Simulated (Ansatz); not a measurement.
# Calculations on TiAl3

Part 1: Relaxation

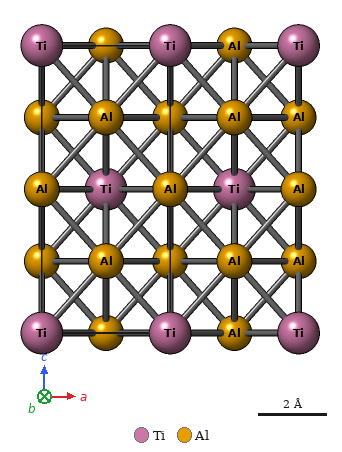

This is the input geometry for a relaxation of a crystal of TiAl₃ (set up in I4/mmm). A ball-and-stick model of the conventional cell (2 times the calculation's cell), repeated 2 × 1 × 1 with one cell outlined, seen along the b axis. Lengths and directions refer to the drawn axes.

Theory: DFT PBE, scalar-relativistic, plane waves, PAW (Ansatz).

The input:
```yaml
crystal:
  lattice:
    - [-1.9111067713, 1.9111067713, 4.2806687947]
    - [1.9111067713, -1.9111067713, 4.2806687947]
    - [1.9111067713, 1.9111067713, -4.2806687947]
  atoms:
    - { symbol: Ti, position: [0.0, 0.0, 0.0] }
    - { symbol: Al, position: [0.5, 0.5, 0.0] }
    - { symbol: Al, position: [0.75, 0.25, 0.5] }
    - { symbol: Al, position: [0.25, 0.75, 0.5] }
basis:
  ecutwfc: 420
kpoints:
  mp_grid: { grid: [16, 16, 16] }
hamiltonian:
  xc: pbe
scf:
  occupations: { method: gaussian, width: 0.1 }
output:
  forces: true
  stress: true
  eigenvalues: true
  write_density: true
  write_potential: true
  elf: true
  volumetric_format: npy
relax:
  adjacent_minimum: "off"
  f_tol: 0.005
  max_steps: 80
  cell: { stress_tol: 0.05 }
```

Run as
```bash
ansatz run input.yaml --threads 2 --pin off --max-ram 5120MiB --backend cpu --events-out ev --progress --plain --runs-dir out
```

Where does the relaxation end?

Answer. After 2 accepted moves (3 points after the start) the energy has fallen by 1.9 meV per atom. All forces vanish by symmetry, so only the cell relaxes. The pressure goes from 2.10 to −0.01 GPa. The SCF was repeated once at an unchanged geometry on a basis and grid sized afresh for the cell, which shifted the energy by 0.1 meV per atom at most. No atom moves by more than 0.005 Å relative to the cell. The volume changes by +1.9 %, with a = b 3.822 → 3.845 Å (+0.6 %), c 8.561 → 8.623 Å (+0.7 %). Among the contacts that change: Al2–Al3 2.869 → 2.889 Å, Ti1–Al3 2.869 → 2.889 Å, Al3–Al4 2.703 → 2.719 Å, Ti1–Al2 2.703 → 2.719 Å. The space group stays I4/mmm (No. 139).

Step by step:

| step | E − E(0), meV/atom | pressure, GPa | volume, Å³/atom | note |
| --- | --- | --- | --- | --- |
| 0 | 0.00 | 2.10 | 15.634 |  |
| 1 | -1.39 | -0.78 | 16.056 |  |
| 2 | -1.83 | -0.02 | 15.938 |  |
| 3 | -1.94 | -0.01 | 15.938 | same geometry, new basis |

Part 2: Scan

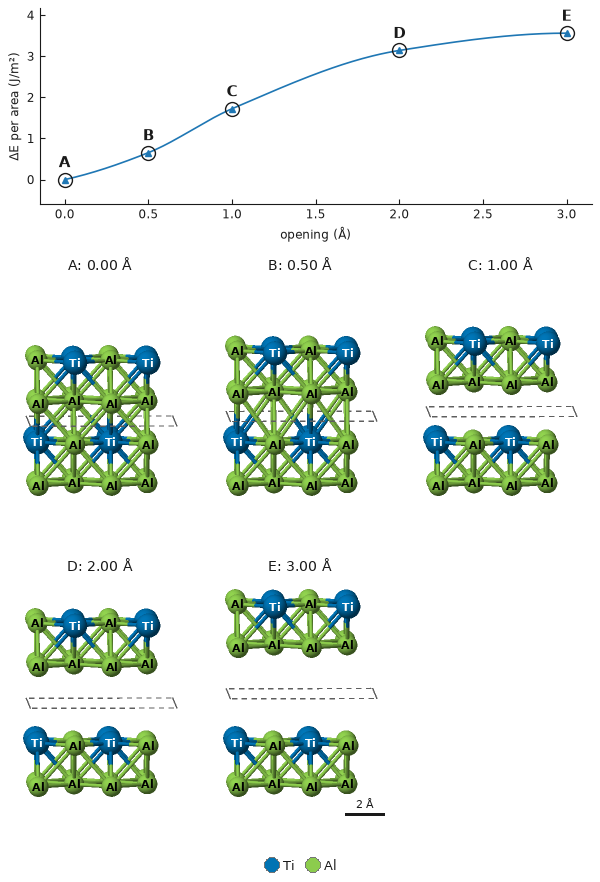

A crystal of TiAl$_{3}$ (I4/mmm): the crystal is pulled apart rigidly along the normal of the (0 0 1) plane of the conventional cell, at a cut between a plane of Al/Ti below and one of Al above, 2.16 Å apart. One cut stands in each cell, which starts 17.2 Å high; nothing is relaxed, and the dashed outline marks the cut. The lettered frames are marked on the plot. A ball-and-stick model of the layers on both sides of the cut, seen from the side, nearly along the cut plane.

The calculation used Ansatz, DFT PBE, scalar-relativistic, plane waves, PAW. Settings: plane-wave cutoff 420 eV; k-point mesh 12 × 12 × 3; occupations gaussian; smearing width 0.15 eV; no spin polarisation. Energies (free energies at the smearing named) are counted from the relaxed crystal.

**What does the scan show?**

At the widest opening, 3.00 Å, the energy has risen by 3.563 J/m², and it is still rising, so the work of separation is somewhat larger. The steepest rise lies between 0.50 Å and 1.00 Å, with a mean traction of about 21 GPa.

The computed points:

```csv
opening (Å),ΔE per area (J/m²)
0.00,0.000
0.50,0.656
1.00,1.724
2.00,3.142
3.00,3.563
```

Part 3: Scan

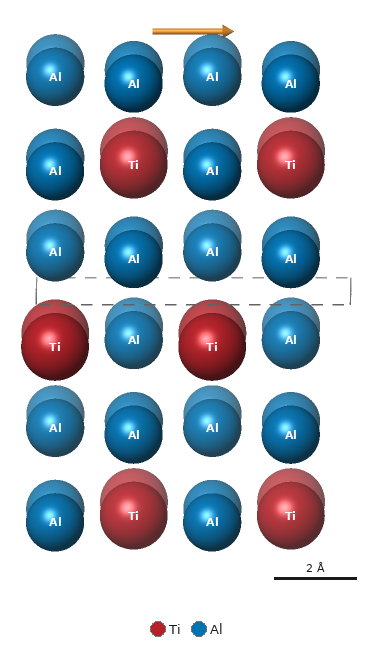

A scan of solid TiAl3 (I4/mmm): the crystal above a cut along the (0 0 1) plane of the conventional cell (between a plane of Al/Ti below and one of Al above, 2.16 Å apart) is slid rigidly by fractions of an in-plane lattice vector 3.85 Å long (a generalised stacking fault). One cut stands in each cell, which starts 17.2 Å high; nothing is relaxed, and the dashed outline marks the cut, the arrow on top the direction of slip. The picture shows the perfect crystal around the cut (dashed). Style: spheres-only. Shown: the layers on both sides of the cut, from the side, nearly along the cut plane.

Level of theory: Ansatz, DFT PBE, scalar-relativistic, plane waves, PAW. Settings: plane-wave cutoff 420 eV; k-point mesh 12 × 12 × 3; occupations gaussian; smearing width 0.15 eV; no spin polarisation. Energies (free energies at the smearing named) are counted from the relaxed crystal.

```
CELL_PARAMETERS angstrom
-3.84535 0.00000 0.00000
0.00000 -3.84535 0.00000
0.00000 0.00000 17.24562
ATOMIC_POSITIONS crystal
Ti 0.00000 0.00000 0.50000
Ti 0.50000 0.50000 0.25000
Ti 0.00000 0.00000 0.00000
Ti 0.50000 0.50000 0.75000
Al 0.50000 0.50000 0.50000
Al 0.00000 0.00000 0.25000
Al 0.50000 0.50000 0.00000
Al 0.00000 0.00000 0.75000
Al 0.50000 0.00000 0.37500
Al 0.00000 0.50000 0.12500
Al 0.50000 0.00000 0.87500
Al 0.00000 0.50000 0.62500
Al 0.00000 0.50000 0.37500
Al 0.50000 0.00000 0.12500
Al 0.00000 0.50000 0.87500
Al 0.50000 0.00000 0.62500
```

What energies does the calculation give (the slip: 0.00, 0.10, 0.20, 0.30, 0.40, 0.50, 0.60, 0.80, 1.00)?

Answer.
```csv
slip (fraction of the lattice vector),γ (mJ/m²)
0.00,0
0.10,275
0.20,1100
0.30,2326
0.40,3502
0.50,4016
0.60,3502
0.80,1100
1.00,0
```

Points that are alike by symmetry were computed once.

The curve starts and ends at zero, since a full lattice vector restores the crystal. Its highest computed point is 4016 mJ/m² at slip 0.50. The points are too sparse to place its extrema closely. Relaxation across the fault would lower the values.
